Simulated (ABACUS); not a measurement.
**Energy of Pt along an even scaling of the cell**

System: Pt (Fm-3m, 1 atom in the cell).
Method: Kohn-Sham DFT of a periodic cell, PBE, PseudoDojo NC SR 0.4.1 PBE standard, no spin polarisation (ABACUS 3.10.1).

The 7 runs differ only in the geometry, by an even scaling of the cell at fixed fractional positions. The structure derives from an entry of the Crystallography Open Database.

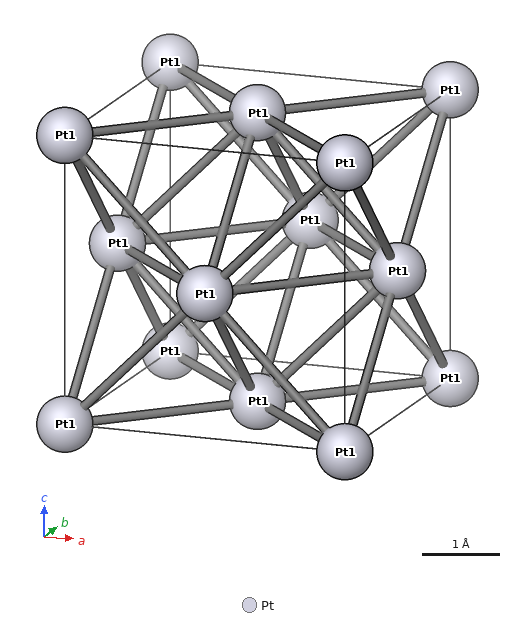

Figure 1. The structure of run 4 (ball-and-stick view of the cell 4 times as large as that of the calculation, set on its symmetry axes, seen slightly off an axis; atoms are numbered from 1 in the order of the input).

## Input file of run 4
```
INPUT_PARAMETERS
suffix              Pt
calculation         scf
basis_type          lcao
pseudo_dir          ./
orbital_dir         ./
symmetry            1
dft_functional      pbe
ecutwfc             100
pseudo_rcut         10
nspin               1
nbands              13
ks_solver           genelpa
smearing_method     fd
smearing_sigma      0.00367493
scf_thr             1e-07
scf_nmax            100
mixing_type         broyden
mixing_beta         0.7
cal_force           1
cal_stress          1
out_mul             1
```

## File STRU of run 4
```
ATOMIC_SPECIES
Pt 195.0840 Pt.upf

NUMERICAL_ORBITAL
Pt_confined-atom_7au_4s3p3d1f.orb

LATTICE_CONSTANT
1.8897261246

LATTICE_VECTORS
0.0000000000 1.9609000000 1.9609000000
1.9609000000 0.0000000000 1.9609000000
1.9609000000 1.9609000000 0.0000000000

ATOMIC_POSITIONS
Direct

Pt
0.0
1
0.0000000000 0.0000000000 0.0000000000 1 1 1
```

## File KPT of run 4
```
K_POINTS
0
Gamma
12 12 12 0 0 0
```

Command:
```bash
OMP_NUM_THREADS=1 mpirun -np 4 abacus > log
```

Lattice vectors (Å) and fractional positions of run 4:
```
   0.000000    1.960900    1.960900
   1.960900    0.000000    1.960900
   1.960900    1.960900    0.000000
Pt  0.000000  0.000000  0.000000
```

Run 3 differs from it as follows:
```diff
-0.0000000000 1.9609000000 1.9609000000
-1.9609000000 0.0000000000 1.9609000000
-1.9609000000 1.9609000000 0.0000000000
+0.0000000000 1.9477392008 1.9477392008
+1.9477392008 0.0000000000 1.9477392008
+1.9477392008 1.9477392008 0.0000000000
```

## Results, with one run withheld

| run | volume per atom (Å³) | free energy per atom, from the lowest run given (meV) | pressure (GPa) |
| --- | --- | --- | --- |
| 1 | 14.175 | 130.00 | 31.97 |
| 2 | 14.477 | 77.58 | 23.69 |
| 3 | 14.778 | ? | ? |
| 4 | 15.080 | 15.74 | 9.81 |
| 5 | 15.381 | 2.66 | 4.04 |
| 6 | 15.683 | 0.00 | −1.06 |
| 7 | 15.985 | 6.34 | −5.55 |

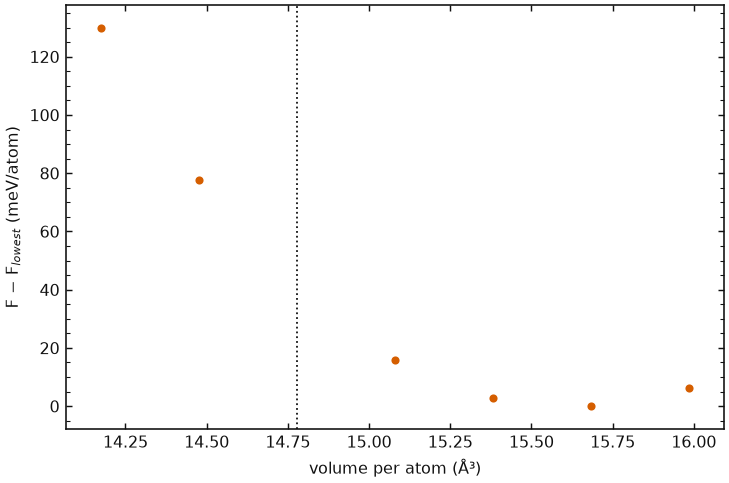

Figure 2. Free energy per atom of the runs given; the dotted line marks run 3.

What should run 3 give?

A cubic polynomial in V^(−2/3) (the Birch–Murnaghan form), fitted to the 6 runs given, misses them by at most 0.09 meV per atom. With x = V^(−2/3) − 0.16363 Å⁻², it reads F = 13.987 + 7993.8 x + 1.141e+06 x² + 4.5781e+06 x³ (meV per atom). At run 3 it gives 40.17 meV per atom, and the run itself gives 40.10. The slope of the fit gives a pressure −dF/dV of 16.34 GPa there, and the run prints 16.33 GPa. The fit has its minimum at 15.618 Å³ per atom, where V d²F/dV² gives 255 GPa: the bulk modulus at this level, since symmetry fixes the shape and the positions.

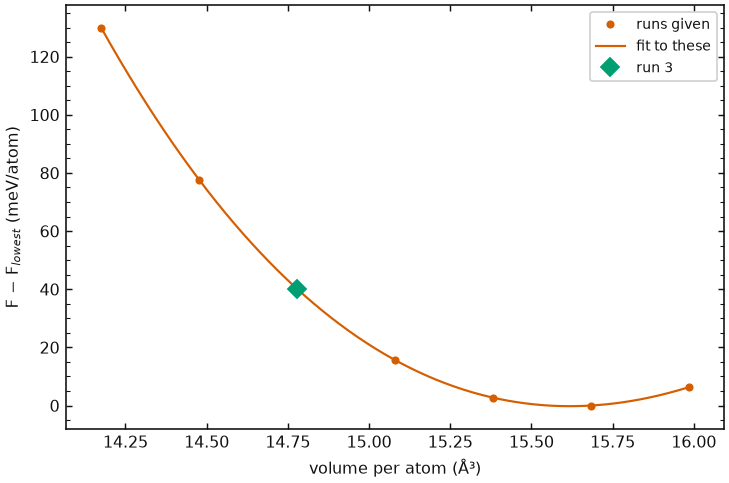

Figure 3. The fit and the withheld run.

## Some lines of the output (run 3)
```
[...]
                             Volume (A^3) = 14.7782
 E_Fermi        1.8554497071         25.2446883685
 E_Fermi        1.7566463572         23.9003998291
 E_Fermi        1.7846681642         24.2816560724
 E_Fermi        1.7812974748         24.2357954907
 E_Fermi        1.7814528847         24.2379099501
 E_Fermi        1.7814173457         24.2374264171
 E_Fermi        1.7814184406         24.2374413138
 E_KS(sigma->0) -261.1791607769      -3553.5247854242
 E_Fermi        1.7814182292         24.2374384378
 final etot is -3553.5323803 eV
 EFERMI = 24.237438438 eV
 TOTAL-PRESSURE: 163.316748 KBAR
 !FINAL_ETOT_IS -3553.5323803038409096 eV
```

Notes: Points of doubt noted for this run: home made orbitals. Spin–orbit coupling is left out, which matters for Pt.
